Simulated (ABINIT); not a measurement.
Geometry relaxation, with input and output: HfB2 (part 1 of 3)

The run: geometry relaxation of HfB2 (P6/mmm, 3 atoms in the cell). Method and program: Kohn-Sham DFT of a periodic cell, PBE with D3(BJ), JTH PAW PBE v2.0, no spin polarisation (ABINIT 10.8.3).

The structure derives from an entry of the Crystallography Open Database.

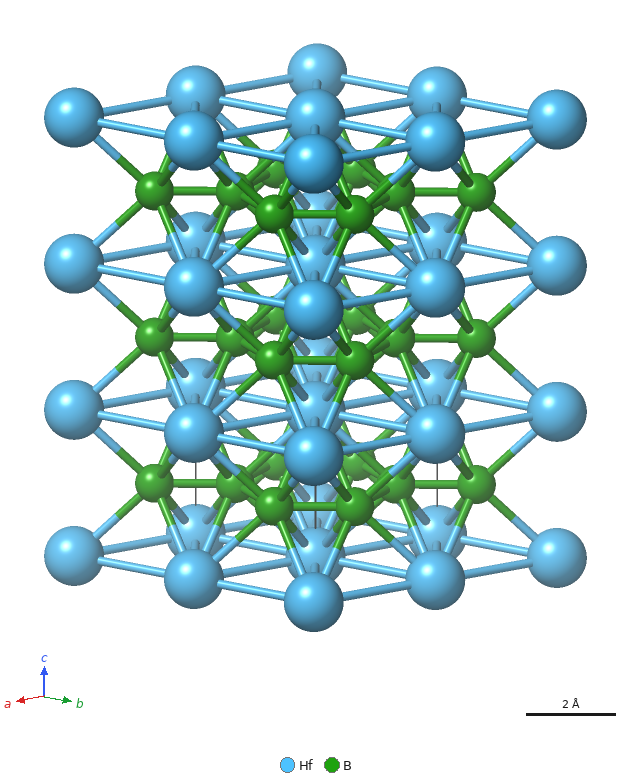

The starting structure (ball-and-stick view of the cell of the calculation, repeated 2 × 2 × 3, seen at an oblique angle). An atom can appear more than once, as a periodic image. Near neighbours in the periodic cell (some may lie outside the picture): Hf has 12 B at 2.51 Å and 6 Hf at 3.14 Å; B has 3 B at 1.81 Å and 6 Hf at 2.51 Å.

## Key numbers

```csv
quantity,value
outcome,converged
space group (tolerance 0.01 Å),P6/mmm (191)
electrons treated,18
free energy,−1521.4144 eV
Fermi energy,3.111 eV
gap on the k-point mesh,none (metallic)
pressure,0.00 GPa
final volume,29.19 Å³
largest force (length of the vector) at the end,under 0.001 eV/Å
final cell,"a = 3.120 Å, b = 3.120 Å, c = 3.463 Å, α = 90.00°, β = 90.00°, γ = 120.00°"
hardware,"1 thread of AMD EPYC (Zen 3), 189 GiB of memory available, shared host"
wall time,2 min
peak memory,0.14 GiB
```

Spin–orbit coupling is left out, which matters for Hf.

## Input file
```
pp_dirpath "./"
pseudos "Hf.GGA_PBE-JTH.xml, B.GGA_PBE-JTH.xml"

acell 3*1.0
rprim
     5.9337400313     0.0000000000     0.0000000000
    -2.9668700157     5.1387696066     0.0000000000
     0.0000000000     0.0000000000     6.5762469137
ntypat 2
znucl 72 5
natom 3
typat 1 2 2
xred
     0.0000000000     0.0000000000     0.0000000000
     0.6666666667     0.3333333333     0.5000000000
     0.3333333333     0.6666666667     0.5000000000
chkprim 0
chksymtnons 0
tolsym 1.0e-6

ecut 517.016339 eV
pawecutdg 38.0
pawxcdev 0
pawovlp -1

kptopt 1
ngkpt 10 10 8
nshiftk 1
shiftk 0.0 0.0 0.0

ixc 11
vdw_xc 7

nband 13
occopt 3
tsmear 0.05 eV

nstep 100
tolvrs 1.0e-9

iomode 3
prtwf 0
prtden 0
prteig 0
prtebands 0
enunit 2

ionmov 2
ntime 60
tolmxf 0.0001
optcell 2
dilatmx 1.08
ecutsm 0.5
```

Command:
```bash
abinit run.abi > log 2>&1
```

## Log
```
.Version 10.8.3 of ABINIT
 Symmetries : space group P6/m m m (#191); Bravais hP (primitive hexag.)
================================================================================
 Values of the parameters that define the memory need of the present run
     intxc =       0    ionmov =       2      iscf =      17    lmnmax =      18
     lnmax =       6     mgfft =      30  mpssoang =       3    mqgrid =    3001
     natom =       3  nloc_mem =       2    nspden =       1   nspinor =       1
    nsppol =       1      nsym =      24    n1xccc =       1    ntypat =       2
    occopt =       3   xclevel =       2
       mpw =        1016          nfft =       21870          nkpt =          70
 PAW method is used; the additional fine FFT grid is defined by:
   mgfftf=        40    nfftf =     51840
================================================================================
================================================================================

--------------------------------------------------------------------------------
------------- Echo of variables that govern the present computation ------------
--------------------------------------------------------------------------------
 -outvars: echo values of preprocessed input variables --------
            acell      1.0000000000E+00  1.0000000000E+00  1.0000000000E+00 Bohr
              amu      1.78490000E+02  1.08110000E+01
          chkprim           0
      chksymtnons           0
          dilatmx      1.08000000E+00
             ecut      1.90000000E+01 Hartree
           ecutsm      5.00000000E-01 Hartree
           enunit           2
           ionmov           2
                       outvar_i_n : Printing only first  50 k-points.
              ixc          11
                       outvar_i_n : Printing only first  50 k-points.
         kptrlatt       10    0    0      0   10    0      0    0    8
          kptrlen      5.26099753E+01
            natom           3
            nband          13
            ngfft          27      27      30
          ngfftdg          36      36      40
             nkpt          70
            nstep         100
             nsym          24
            ntime          60
           ntypat           2
                       prtocc : prtvol=0, do not print more k-points.
           occopt           3
          optcell           2
        pawecutdg      3.80000000E+01 Hartree
          pawovlp     -1.0000000000E+00
         pawxcdev           0
           prtden           0
        prtebands           0
           prteig           0
            prtwf           0
            rprim      5.9337400313E+00  0.0000000000E+00  0.0000000000E+00
                      -2.9668700157E+00  5.1387696066E+00  0.0000000000E+00
                       0.0000000000E+00  0.0000000000E+00  6.5762469137E+00
          spgroup         191
           tolmxf      1.00000000E-04
           tolsym      1.00000000E-06
           tolvrs      1.00000000E-09
           tsmear      1.83746611E-03 Hartree
            typat      1  2  2
           useylm           1
           vdw_xc           7
                       outvars : Printing only first  50 k-points.
           xangst      0.0000000000E+00  0.0000000000E+00  0.0000000000E+00
                       1.5699999989E+00  9.0643992202E-01  1.7399999988E+00
                      -1.7639296020E-11  1.8128798440E+00  1.7399999988E+00
            xcart      0.0000000000E+00  0.0000000000E+00  0.0000000000E+00
                       2.9668700156E+00  1.7129232022E+00  3.2881234569E+00
                      -3.3333438531E-11  3.4258464044E+00  3.2881234569E+00
             xred      0.0000000000E+00  0.0000000000E+00  0.0000000000E+00
                       6.6666666667E-01  3.3333333333E-01  5.0000000000E-01
                       3.3333333333E-01  6.6666666667E-01  5.0000000000E-01
            znucl       72.00000    5.00000

================================================================================

 chkinp: Checking input parameters for consistency.

================================================================================
== DATASET  1 ==================================================================

--- !DatasetInfo
iteration_state: {dtset: 1, }
dimensions: {natom: 3, nkpt: 70, mband: 13, nsppol: 1, nspinor: 1, nspden: 1, mpw: 1016, }
cutoff_energies: {ecut:  19.0, pawecutdg:  38.0, }
electrons: {nelect:   1.80000000E+01, charge:   0.00000000E+00, occopt:   3.00000000E+00, tsmear:   1.83746611E-03, }
meta: {optdriver: 0, ionmov: 2, optcell: 2, iscf: 17, paral_kgb: 0, }
...

 Exchange-correlation functional for the present dataset will be:
  GGA: Perdew-Burke-Ernzerhof functional - ixc=11
  J.P.Perdew, K.Burke, M.Ernzerhof, PRL 77, 3865 (1996)

 Real(R)+Recip(G) space primitive vectors, cartesian coordinates (Bohr,Bohr^-1):
 R(1)=  5.9337400  0.0000000  0.0000000  G(1)=  0.1685278  0.0972996  0.0000000
 R(2)= -2.9668700  5.1387696  0.0000000  G(2)=  0.0000000  0.1945991  0.0000000
 R(3)=  0.0000000  0.0000000  6.5762469  G(3)=  0.0000000  0.0000000  0.1520624
 Unit cell volume ucvol=  2.0052373E+02 bohr^3
 Angles (23,13,12)=  9.00000000E+01  9.00000000E+01  1.20000000E+02 degrees

 Coarse grid specifications (used for wave-functions):

 getcut: wavevector=  0.0000  0.0000  0.0000  ngfft=  27  27  30
         ecut(hartree)=     22.162   => boxcut(ratio)=   2.06970

 Fine grid specifications (used for densities):

 getcut: wavevector=  0.0000  0.0000  0.0000  ngfft=  36  36  40
         ecut(hartree)=     44.323   => boxcut(ratio)=   2.02439

--- Pseudopotential description ------------------------------------------------
- pspini: atom type   1  psp file is ./Hf.GGA_PBE-JTH.xml
 Pseudopotential format is: paw10
 basis_size (lnmax)=  6 (lmn_size= 18), orbitals=   0   0   1   1   2   2
 Spheres core radius: rc_sph= 2.41119446
 Shapefunction is SIN type: shapef(r)=[sin(pi*r/rshp)/(pi*r/rshp)]**2
 Radius for shape functions =  2.41119446
 Compensation charge density is not taken into account in XC energy/potential

- pspini: atom type   2  psp file is ./B.GGA_PBE-JTH.xml
 Pseudopotential format is: paw10
 basis_size (lnmax)=  4 (lmn_size=  8), orbitals=   0   0   1   1
 Spheres core radius: rc_sph= 1.70616958
 Shapefunction is SIN type: shapef(r)=[sin(pi*r/rshp)/(pi*r/rshp)]**2
 Radius for shape functions =  1.40269776
 Compensation charge density is not taken into account in XC energy/potential

   1.82194203E+03                                ecore*ucvol(ha*bohr**3)
--------------------------------------------------------------------------------

================================================================================

=== [ionmov= 2] Broyden-Fletcher-Goldfarb-Shanno method (forces)
================================================================================

--- Iteration: ( 1/60) Internal Cycle: (1/1)
--------------------------------------------------------------------------------

---SELF-CONSISTENT-FIELD CONVERGENCE--------------------------------------------

--- !BeginCycle
iteration_state: {dtset: 1, itime: 1, icycle: 1, }
solver: {iscf: 17, nstep: 100, nline: 4, wfoptalg: 10, }
tolerances: {tolvrs: 1.00E-09, }
...

     iter   Etot(hartree)      deltaE(h)  residm     nres2
 ETOT  1  -55.359218078073    -5.536E+01 2.590E+00 5.457E+00
 ETOT  2  -55.912208599791    -5.530E-01 1.320E-01 4.040E-01
 ETOT  3  -55.910452183442     1.756E-03 3.929E-02 2.645E-02
 ETOT  4  -55.910661675136    -2.095E-04 1.052E-02 4.817E-03
 ETOT  5  -55.910664273606    -2.598E-06 7.059E-03 1.366E-04
 ETOT  6  -55.910664464465    -1.909E-07 3.997E-03 6.120E-06
 ETOT  7  -55.910664469894    -5.428E-09 1.808E-03 2.525E-07
 ETOT  8  -55.910664470804    -9.100E-10 1.600E-03 2.917E-08
 ETOT  9  -55.910664470790     1.387E-11 1.721E-03 8.964E-10

 At SCF step    9       nres2   =  8.96E-10 < tolvrs=  1.00E-09 =>converged.

 Cartesian components of stress tensor (hartree/bohr^3)
  sigma(1 1)=  1.66838255E-04  sigma(3 2)=  0.00000000E+00
  sigma(2 2)=  1.66838254E-04  sigma(3 1)=  0.00000000E+00
  sigma(3 3)=  1.29939271E-04  sigma(2 1)=  4.42486524E-13

--- !ResultsGS
iteration_state: {dtset: 1, itime: 1, icycle: 1, }
comment   : Summary of ground state results
lattice_vectors:
- [  5.9337400,   0.0000000,   0.0000000, ]
- [ -2.9668700,   5.1387696,   0.0000000, ]
- [  0.0000000,   0.0000000,   6.5762469, ]
lattice_lengths: [   5.93374,    5.93374,    6.57625, ]
lattice_angles: [ 90.000,  90.000, 120.000, ] # degrees, (23, 13, 12)
lattice_volume:   2.0052373E+02
convergence: {deltae:  1.387E-11, res2:  8.964E-10, residm:  1.721E-03, diffor: null, }
etotal    :  -5.59106645E+01
entropy   :   0.00000000E+00
fermie    :   1.12338574E-01
cartesian_stress_tensor: # hartree/bohr^3
- [  1.66838255E-04,   4.42486524E-13,   0.00000000E+00, ]
- [  4.42486524E-13,   1.66838254E-04,   0.00000000E+00, ]
- [  0.00000000E+00,   0.00000000E+00,   1.29939271E-04, ]
pressure_GPa:  -4.5467E+00
xred      :
- [  0.0000E+00,   0.0000E+00,   0.0000E+00, Hf]
- [  6.6667E-01,   3.3333E-01,   5.0000E-01,  B]
- [  3.3333E-01,   6.6667E-01,   5.0000E-01,  B]
cartesian_forces: # hartree/bohr
- [ -5.67231883E-30,   1.09163827E-30,  -0.00000000E+00, ]
- [  5.67231883E-30,   2.72909567E-29,  -0.00000000E+00, ]
- [  0.00000000E+00,  -2.83825949E-29,  -0.00000000E+00, ]
force_length_stats: {min:   5.77640675E-30, max:   2.83825949E-29, mean:   2.06777368E-29, }
...

 Integrated electronic density in atomic spheres:
 ------------------------------------------------
 Atom  Sphere_radius  Integrated_density
    1        2.41119          9.69659211
    2        1.70617          1.85725834
    3        1.70617          1.85725834

---OUTPUT-----------------------------------------------------------------------

 Cartesian coordinates (xcart) [bohr]
  0.00000000000000E+00  0.00000000000000E+00  0.00000000000000E+00
  2.96687001563333E+00  1.71292320220000E+00  3.28812345685000E+00
 -3.33334385312582E-11  3.42584640440000E+00  3.28812345685000E+00
 Reduced coordinates (xred)
  0.00000000000000E+00  0.00000000000000E+00  0.00000000000000E+00
  6.66666666666666E-01  3.33333333333333E-01  5.00000000000000E-01
  3.33333333333333E-01  6.66666666666666E-01  5.00000000000000E-01
 Cartesian forces (fcart) [Ha/bohr]; max,rms= 2.83826E-29 1.33995E-29 (free atoms)
 -5.67231882621858E-30  1.09163826701821E-30 -0.00000000000000E+00
  5.67231882621858E-30  2.72909566768903E-29 -0.00000000000000E+00
  0.00000000000000E+00 -2.83825949439085E-29 -0.00000000000000E+00
 Gradient of E wrt nuclear positions in reduced coordinates (gred)
  3.36580652894298E-29 -2.24387101929532E-29 -0.00000000000000E+00
 -3.36580652894298E-29 -1.23412906061243E-28 -0.00000000000000E+00
  0.00000000000000E+00  1.45851616254196E-28 -0.00000000000000E+00
 Scale of Primitive Cell (acell) [bohr]
  1.00000000000000E+00  1.00000000000000E+00  1.00000000000000E+00
 Real space primitive translations (rprimd) [bohr]
  5.93374003130000E+00  0.00000000000000E+00  0.00000000000000E+00
 -2.96687001570000E+00  5.13876960660000E+00  0.00000000000000E+00
  0.00000000000000E+00  0.00000000000000E+00  6.57624691370000E+00
 Unitary Cell Volume (ucvol) [Bohr^3]=  2.00523729286308E+02
 Angles (23,13,12)= [degrees]
  9.00000000000000E+01  9.00000000000000E+01  1.20000000000218E+02
 Lengths [Bohr]
  5.93374003130000E+00  5.93374003136097E+00  6.57624691370000E+00
 Stress tensor in cartesian coordinates (strten) [Ha/bohr^3]
  1.66838255121503E-04  4.42486524272056E-13  0.00000000000000E+00
  4.42486524272056E-13  1.66838254386417E-04  0.00000000000000E+00
  0.00000000000000E+00  0.00000000000000E+00  1.29939270953762E-04
 Total energy (etotal) [Ha]= -5.59106644707899E+01

--- Iteration: ( 2/60) Internal Cycle: (1/1)
--------------------------------------------------------------------------------

---SELF-CONSISTENT-FIELD CONVERGENCE--------------------------------------------

--- !BeginCycle
iteration_state: {dtset: 1, itime: 2, icycle: 1, }
solver: {iscf: 17, nstep: 100, nline: 4, wfoptalg: 10, }
tolerances: {tolvrs: 1.00E-09, }
...

     iter   Etot(hartree)      deltaE(h)  residm     nres2
 ETOT  1  -55.911097292283    -5.591E+01 9.331E-01 1.575E-01
 ETOT  2  -55.910934191297     1.631E-04 6.512E-03 3.694E-03
 ETOT  3  -55.910933743689     4.476E-07 1.312E-03 5.369E-04
 ETOT  4  -55.910933813674    -6.998E-08 6.198E-04 8.775E-06
 ETOT  5  -55.910933831381    -1.771E-08 5.808E-04 5.106E-07
 ETOT  6  -55.910933829778     1.603E-09 1.585E-04 5.372E-08
 ETOT  7  -55.910933829622     1.565E-10 3.210E-04 6.711E-09
 ETOT  8  -55.910933829598     2.350E-11 1.228E-04 7.559E-10

 At SCF step    8       nres2   =  7.56E-10 < tolvrs=  1.00E-09 =>converged.

 Cartesian components of stress tensor (hartree/bohr^3)
  sigma(1 1)=  3.71042438E-05  sigma(3 2)=  0.00000000E+00
  sigma(2 2)=  3.71042431E-05  sigma(3 1)=  0.00000000E+00
  sigma(3 3)=  2.73240666E-05  sigma(2 1)=  4.53707636E-13

--- !ResultsGS
iteration_state: {dtset: 1, itime: 2, icycle: 1, }
comment   : Summary of ground state results
lattice_vectors:
- [  5.9040408,   0.0000000,   0.0000000, ]
- [ -2.9520204,   5.1130493,   0.0000000, ]
- [  0.0000000,   0.0000000,   6.5506115, ]
lattice_lengths: [   5.90404,    5.90404,    6.55061, ]
lattice_angles: [ 90.000,  90.000, 120.000, ] # degrees, (23, 13, 12)
lattice_volume:   1.9774758E+02
convergence: {deltae:  2.350E-11, res2:  7.559E-10, residm:  1.228E-04, diffor: null, }
etotal    :  -5.59109338E+01
entropy   :   0.00000000E+00
fermie    :   1.13896834E-01
cartesian_stress_tensor: # hartree/bohr^3
- [  3.71042438E-05,   4.53707636E-13,   0.00000000E+00, ]
- [  4.53707636E-13,   3.71042431E-05,   0.00000000E+00, ]
- [  0.00000000E+00,   0.00000000E+00,   2.73240666E-05, ]
pressure_GPa:  -9.9573E-01
xred      :
- [ -8.4973E-31,   2.1243E-31,   0.0000E+00, Hf]
- [  6.6667E-01,   3.3333E-01,   5.0000E-01,  B]
- [  3.3333E-01,   6.6667E-01,   5.0000E-01,  B]
cartesian_forces: # hartree/bohr
- [ -4.75071036E-30,   1.48112491E-29,  -0.00000000E+00, ]
- [  3.80056829E-30,  -9.87416606E-30,  -0.00000000E+00, ]
- [  9.50142072E-31,  -4.93708303E-30,  -0.00000000E+00, ]
force_length_stats: {min:   5.02767927E-30, max:   1.55544961E-29, mean:   1.03875032E-29, }
...

 Integrated electronic density in atomic spheres:
 ------------------------------------------------
 Atom  Sphere_radius  Integrated_density
    1        2.41119          9.70161814
    2        1.70617          1.85831155
    3        1.70617          1.85831155

---OUTPUT-----------------------------------------------------------------------
```
